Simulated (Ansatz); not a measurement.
**Geometry relaxation of Ni (part 2 of 2)**

The same run, continued: Ni (I4₁/amd, 2 atoms in the cell); DFT, PBE, PAW with Ansatz's default frozen-core files, scalar-relativistic, spin-polarised (Ansatz 0.2.0); cutoff 420 eV, 20×20×20 k-mesh, Fermi–Dirac smearing of 0.1 eV, collinear spins. Its volume is 0.55 times that of the source entry. It belongs to a series of runs on one base structure; here: shape and atoms relaxed at 0.55 of the volume.

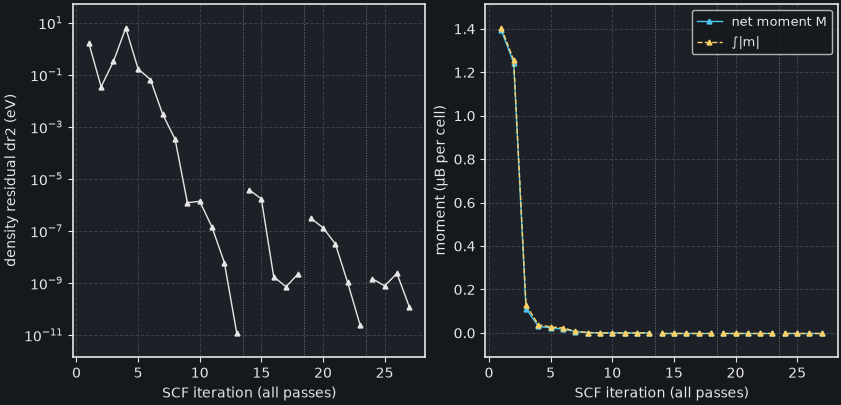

**Figure 1.** Convergence of the self-consistent field: density residual dr2 and magnetic moment against the SCF iteration. The dotted lines part the SCF passes of the relaxation: geometry steps, rejected trials and re-solves on a re-selected basis. The passes take 13, 5, 5 and 4 iterations. The net moment goes from 1.4 to 0.0 μB per cell, and ∫|m| falls to zero.

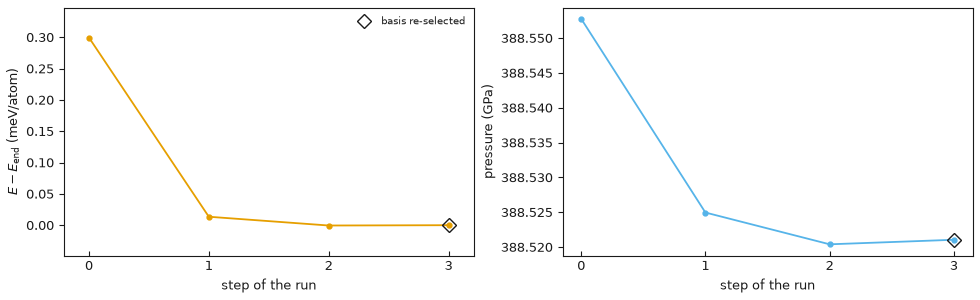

**Figure 2.** Progress of the relaxation, step by step (the first geometry is step 0 here and step 1 in the log). No atom moves by more than 0.005 Å relative to the cell. Among the contacts that change: Ni1–Ni1 1.983 → 1.979 Å. The space group stays I4_1/amd (No. 141). Over 2 geometry steps the energy falls by 0.3 meV per atom. All forces vanish by symmetry, so only the cell relaxes. Pressure: 388.55 GPa at the start and 388.52 GPa at the end. A last SCF at the same geometry on a re-selected plane-wave basis shifts the energy by +0.0 meV per atom. (Atoms are counted from 1 in the order of the input.)

```
basis re-selected at this cell: Δ(F+E_penalty+E_count) = +5.725e-7 eV, ΔP = +0.001 GPa vs the last step (what re-selecting the basis moved, of the pressure what is left beyond the Pulay correction that the steps carried, after the strain that the cell walked since its last selection, with what the two solves' SCF thresholds leave and, on support functions, any second-order correction that the steps lacked; it is no measure of the basis error at this ecutwfc). This SCF's stress stands 5.53e-3 GPa from its target on what of the cell is left free (relax.cell.stress_tol is 4.30e-1 GPa) and its largest allowed force component is 0.00e0 eV/Å (relax.f_tol is 5.00e-3 eV/Å): within both
SCF converged after 4 iterations
Magnetization: -0.0000 μB (18.0000 up, 18.0000 down)
Absolute magnetization: 0.0000 μB (∫|ρ↑−ρ↓|, with the PAW one-centre terms)
Spin contamination: 0.0000 ħ² per cell (⟨S²⟩ above its minimum at these occupations)
Per-site moments (μB) at R_I (Å): [(-3.103101246276609e-7, 0.7813166769582647), (-3.103101245066481e-7, 0.7813166769582647)]
Free energy (F): -11671.180277 eV
Harris-Foulkes:  -11671.180277 eV  (|F-HF|=2.09e-10)
Internal energy: -11671.122658 eV  (E = F + TS)
E sigma→0 (E₀):  -11671.151468 eV
Entropy (-TS):   -0.057619 eV (-28.809 meV/atom)
Fermi energy:    33.115338 eV
--- Per-component energies (eV) ---
  E_band       = -93.959078
  E_kinetic    = 599.471960
  E_local      = -5330.973734  (includes V_loc(G=0)·N_el)
  E_nonlocal   = 1291.261620
  E_hartree    = 2321.305340
  E_xc         = -180.578684
  E_vxc        = -233.615018  (∫ρ·V_xc dr)
  E_paw        = -3267.577717  (= ΣΔE_a)
  E_vpaw       = -1062.714609  (= ΣTr[D̂ρ^β])
  E_aug_tail   = 0.001080  (compensation charges beyond the density's cutoff)
  E_ewald      = -7104.032522
  E_smearing   = -0.057619  (= −TS)
  E_closure    = 0.000000  (closes the sum)
  Σ components = -11671.180277   (vs F -11671.180277, Δ=0.00e0)
--- Forces (eV/Å), atoms counted from 1 ---
  atom   1  Ni     0.00000000     0.00000000     0.00000000
  atom   2  Ni     0.00000000     0.00000000     0.00000000
  max |Σ_I F_I| component: 0.00e0 eV/Å
--- Stress (GPa, compression-positive) ---
      388.518281      -0.000000      -0.000000
       -0.000000     388.518281      -0.000000
        0.000000       0.000000     388.526575
  P = ⅓ Tr σ = 388.5210 GPa (3885.210 kbar)
--- Band table (eV; the first three rows and the last of 1282) ---
  k-point 0 ↑: bands = ["-71.7835", "-71.2034", "-32.6435", "-32.6435", "-31.3738", "-31.3578", "-31.2607", "-31.2607", "20.0784", "23.5438", "25.9814", "26.7472", "27.4183", "31.3499", "31.3499", "31.4084", "31.4084", "33.3520", "34.5308", "42.0441", "42.0441", "50.3796", "56.3606"]
  k-point 1 ↑: bands = ["-71.7799", "-71.2069", "-32.6367", "-32.6363", "-31.3864", "-31.3569", "-31.2711", "-31.2568", "20.1428", "23.5850", "26.0059", "26.7278", "27.3983", "31.3476", "31.3699", "31.4253", "31.4275", "33.3178", "34.4051", "41.7079", "42.2225", "50.5869", "56.5386"]
  k-point 2 ↑: bands = ["-71.7691", "-71.2174", "-32.6166", "-32.6149", "-31.4200", "-31.3543", "-31.3020", "-31.2493", "20.3343", "23.7059", "26.0795", "26.6729", "27.3420", "31.3355", "31.4264", "31.4747", "31.4801", "33.2178", "34.0679", "40.8233", "42.7217", "51.0746", "57.0861"]
  k-point 640 ↓: bands = ["-71.4833", "-71.4833", "-32.9225", "-32.9225", "-31.3742", "-31.3742", "-31.0975", "-31.0975", "25.4212", "25.4212", "27.5272", "27.5272", "30.4116", "30.4116", "30.6756", "30.6756", "31.7057", "31.7057", "31.7651", "31.7651", "42.1718", "42.1718", "61.9194"]
--- Relaxed structure (3 steps of the walk, 3 accepted, 1 SCFs on fresh bases) ---
  F+E_penalty+E_count = -11671.18027735 eV   max|allowed force component| = 0.000e0 eV/Å   (the final SCF, on the basis selected at the relaxed cell)
  cell:  # Å, volume = 13.2281 Å³
    - [-1.8283773225832123, 1.8283773225832123, 0.9892524394555905]
    - [1.8283773225832123, -1.8283773225832123, 0.9892524394555905]
    - [1.8283773225832123, 1.8283773225832123, -0.9892524394555905]
  atoms:
    - { symbol: Ni, position: [-0.375, -0.12500000000000003, -0.25] }
    - { symbol: Ni, position: [0.375, 0.12500000000000003, 0.25] }
```

## File rho_z.tsv
```
# z_ang	rho[e/angstrom^3]	rho_spin[e/angstrom^3]
# format = ansatz-planar-average/11
# lattice	-1.828377323	1.828377323	0.989252439
# lattice	1.828377323	-1.828377323	0.989252439
# lattice	1.828377323	1.828377323	-0.989252439
# sites	2
# site	28	-0.000000000	-0.914188661	-0.247313110
# site	28	0.000000000	0.914188661	0.247313110
0.000000	1.047638e0	-2.449361e-8
0.138425	1.255703e0	-3.007137e-8
0.276849	1.931441e0	-5.067436e-8
0.415274	3.085046e0	-9.107230e-8
0.553698	4.348418e0	-1.411259e-7
0.692123	4.925857e0	-1.658068e-7
0.830548	4.348418e0	-1.411259e-7
0.968972	3.085046e0	-9.107230e-8
1.107397	1.931441e0	-5.067436e-8
1.245821	1.255703e0	-3.007137e-8
1.384246	1.047638e0	-2.449361e-8
1.522671	1.255703e0	-3.007137e-8
1.661095	1.931441e0	-5.067436e-8
1.799520	3.085046e0	-9.107230e-8
1.937944	4.348418e0	-1.411259e-7
2.076369	4.925857e0	-1.658068e-7
2.214794	4.348418e0	-1.411259e-7
2.353218	3.085046e0	-9.107230e-8
2.491643	1.931441e0	-5.067436e-8
2.630067	1.255703e0	-3.007137e-8
```

## Trajectory as extended XYZ (Å, eV, eV/Å), 4 frames, from step=1 to step=4
```
2
Lattice="-1.8263 1.8263 0.9915 1.8263 -1.8263 0.9915 1.8263 1.8263 -0.9915" Properties=species:S:1:pos:R:3:forces:R:3 step=1 energy=-11671.17968 pressure_GPa=388.55
Ni    0.0000   -0.9131   -0.2479    0.0000   0.0000   0.0000
Ni    0.0000    0.9131    0.2479    0.0000   0.0000   0.0000
2
Lattice="-1.8279 1.8279 0.9898 1.8279 -1.8279 0.9898 1.8279 1.8279 -0.9898" Properties=species:S:1:pos:R:3:forces:R:3 step=2 energy=-11671.18025 pressure_GPa=388.52
Ni    0.0000   -0.9140   -0.2474    0.0000   0.0000   0.0000
Ni    0.0000    0.9140    0.2474    0.0000   0.0000   0.0000
2
Lattice="-1.8284 1.8284 0.9893 1.8284 -1.8284 0.9893 1.8284 1.8284 -0.9893" Properties=species:S:1:pos:R:3:forces:R:3 step=3 energy=-11671.18028 pressure_GPa=388.52
Ni    0.0000   -0.9142   -0.2473    0.0000   0.0000   0.0000
Ni    0.0000    0.9142    0.2473    0.0000   0.0000   0.0000
2
Lattice="-1.8284 1.8284 0.9893 1.8284 -1.8284 0.9893 1.8284 1.8284 -0.9893" Properties=species:S:1:pos:R:3:forces:R:3 step=4 energy=-11671.18028 pressure_GPa=388.52
Ni    0.0000   -0.9142   -0.2473    0.0000   0.0000   0.0000
Ni    0.0000    0.9142    0.2473    0.0000   0.0000   0.0000
```

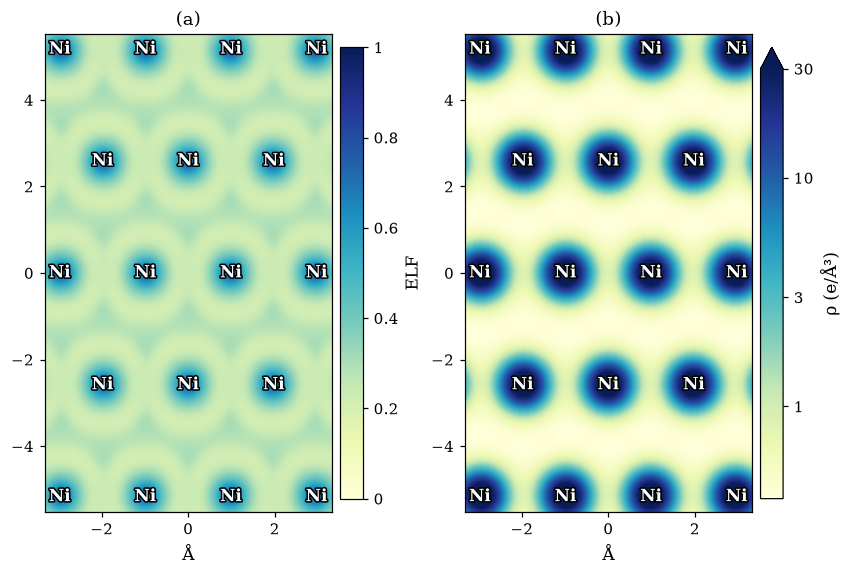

**Figure 3.** (a) electron localisation function; (b) valence electron density on the (110) plane of the conventional cell. Atoms in the plane: Ni. Ni–Ni (1.98 Å): the density is about 0.85 e/Å³ at the midpoint; the ELF is about 0.25 at the midpoint; no localised pair between them. Away from the nuclei the density in this plane falls to 0.39 e/Å³ at its lowest. The strong features right at Ni lie inside the PAW spheres (semicore, d or f shells) and say nothing about bonding. Core electrons are frozen (PAW), so the fields are smoothed inside the atomic spheres.

This output came from the following input.

## Input file
```yaml
crystal:
  lattice:
    - [-1.8262867903, 1.8262867903, 0.9915185105]
    - [1.8262867903, -1.8262867903, 0.9915185105]
    - [1.8262867903, 1.8262867903, -0.9915185105]
  atoms:
    - { symbol: Ni, position: [-0.375, -0.125, -0.25], spin: 1.0 }
    - { symbol: Ni, position: [0.375, 0.125, 0.25], spin: 1.0 }
magnetization:
  spin_polarized: true
kpoints:
  mp_grid: { grid: [20, 20, 20] }
scf:
  occupations: { method: fermi_dirac, width: 0.1 }
hamiltonian:
  xc: pbe
  pseudopotentials: { kind: paw }
output:
  forces: true
  stress: true
  write_density: true
  write_potential: true
  elf: true
  volumetric_format: npy
relax:
  f_tol: 0.005
  max_steps: 30
  cell: { stress_tol: 0.43, fix: [volume] }
```

Launch command:
```bash
ansatz run input.yaml --threads 1 --pin off --max-ram 3072MiB --backend cpu --events-out ev --progress --plain --runs-dir out
```

## Results in brief

- outcome: converged
- space group (tolerance 0.01 Å): I4₁/amd (141)
- electrons treated: 36
- free energy: −11671.1803 eV
- Fermi energy: 33.115 eV
- net moment of the cell: 0.00 μB
- integrated absolute moment: 0.00 μB
- pressure: 388.52 GPa
- final volume: 13.23 Å³
- largest force (length of the vector) at the end: under 0.001 eV/Å
- final cell: a = 2.768 Å, b = 2.768 Å, c = 2.768 Å, α = 97.34°, β = 97.34°, γ = 138.13°
- hardware: 1 thread of Arm Neoverse V2, 24 GiB of memory available, shared host
- wall time: 2.3 min
- peak memory: 0.62 GiB

## Remarks

Warnings of the run: some starting moments were not kept. The cell is under a pressure of 389 GPa at this level, so it is not at its equilibrium volume.
